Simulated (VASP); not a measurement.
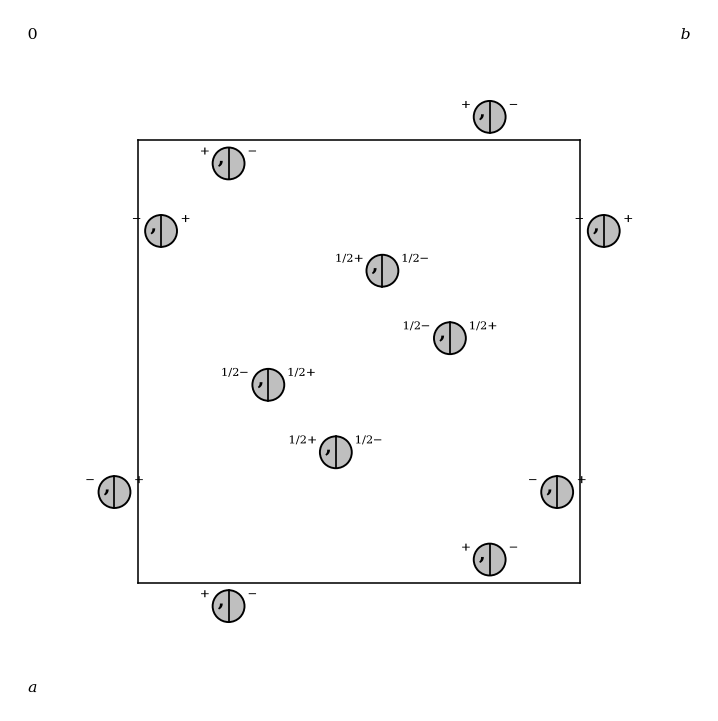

General positions of a space group, projected down c, computed from the operations of a computed or model structure of composition SnO2.

A circle is a general position, a comma marks the mirror image, + and − with a fraction give the height (along the projection axis: ½+ is ½ plus the coordinate, − is its negative), and a split circle stands for two positions above each other.

### Which space group is it?

No. 136, P4₂/mnm; primitive tetragonal, point group 4/mmm, 16 general positions a cell.

### Write the general positions (in any order).

x, y, z; −x, −y, −z; −y+1/2, x+1/2, z+1/2; y+1/2, −x+1/2, −z+1/2; −x, −y, z; x, y, −z; y+1/2, −x+1/2, z+1/2; −y+1/2, x+1/2, −z+1/2; x+1/2, −y+1/2, −z+1/2; −x+1/2, y+1/2, z+1/2; −y, −x, −z; y, x, z; −x+1/2, y+1/2, −z+1/2; x+1/2, −y+1/2, z+1/2; y, x, −z; −y, −x, z
